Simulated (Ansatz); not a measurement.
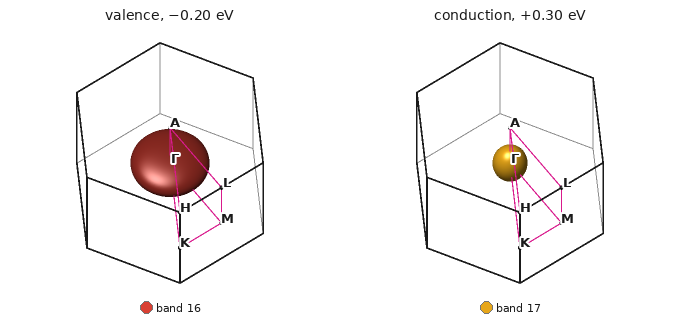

CaO (space group P6_3/mmc, No. 194): constant-energy surfaces at both band edges (energies from each edge).

Level of theory: DFT PBE, scalar-relativistic, plane waves, PAW; levels and slopes on a dense k mesh at the converged density in Ansatz. No spin polarisation. The levels come from a k mesh of 30×30×22 points. The geometry was not relaxed. The cell comes from a database of computed structures, not from a measurement.

Masses come from a second pass at points close to the extrema; at the energies drawn a band may no longer be parabolic.

**Is the gap direct or indirect, and how large does the calculation make it?**

The gap is direct, 3.18 eV at this level of theory, which underestimates gaps and can reorder valleys that lie close.

**Give the valleys and their effective masses.**

Valence band (extrema up to 0.20 eV from the edge): one maximum at Γ, principal masses 0.37, 2.77 and 2.77 mₑ. Band 16 forms the valence edge.
Conduction band (extrema up to 0.30 eV from the edge): one minimum at Γ, principal masses 0.39, 0.39 and 0.54 mₑ. Band 17 forms the conduction edge.

The run (self-consistency and the dense mesh) took 64 s on 1 thread of Intel(R) Xeon(R) Platinum 8259CL CPU @ 2.50GHz (Skylake/Cascade Lake) (shared host), peak memory 0.97 GiB.
